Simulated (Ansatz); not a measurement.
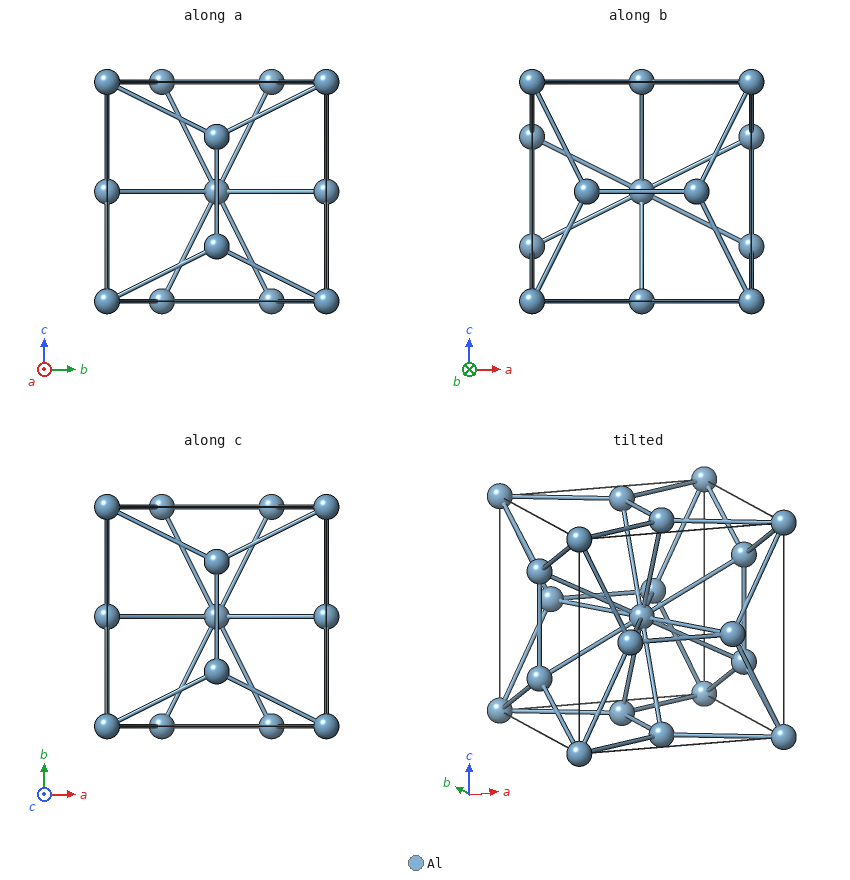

A ball-and-stick rendering, viewed along the a axis, along the b axis, along the c axis and slightly off an axis. The wireframe shows the conventional unit cell.

Lattice parameters: a = 5.0723 Å, b = 5.0723 Å, c = 5.0723 Å, α = 90.000°, β = 90.000°, γ = 90.000°.

> Express the structure as a CIF with its space group and independent sites.

```cif
data_structure
_symmetry_space_group_name_H-M 'P m -3 n'
_symmetry_Int_Tables_number 223
_cell_length_a 5.0723
_cell_length_b 5.0723
_cell_length_c 5.0723
_cell_angle_alpha 90.000
_cell_angle_beta 90.000
_cell_angle_gamma 90.000
_cell_volume 130.50
loop_
_atom_site_label
_atom_site_type_symbol
_atom_site_symmetry_multiplicity
_atom_site_Wyckoff_symbol
_atom_site_fract_x
_atom_site_fract_y
_atom_site_fract_z
_atom_site_occupancy
Al1 Al 2 a 0.0000 0.0000 0.0000 1
Al2 Al 6 c 0.2500 0.0000 0.5000 1
```

The starting point was a structure type filled with this element by a generator (whether the element takes this form wasn't checked). Earlier steps of the study may have refined or changed the cell and positions. A calculation with Ansatz used it as input.
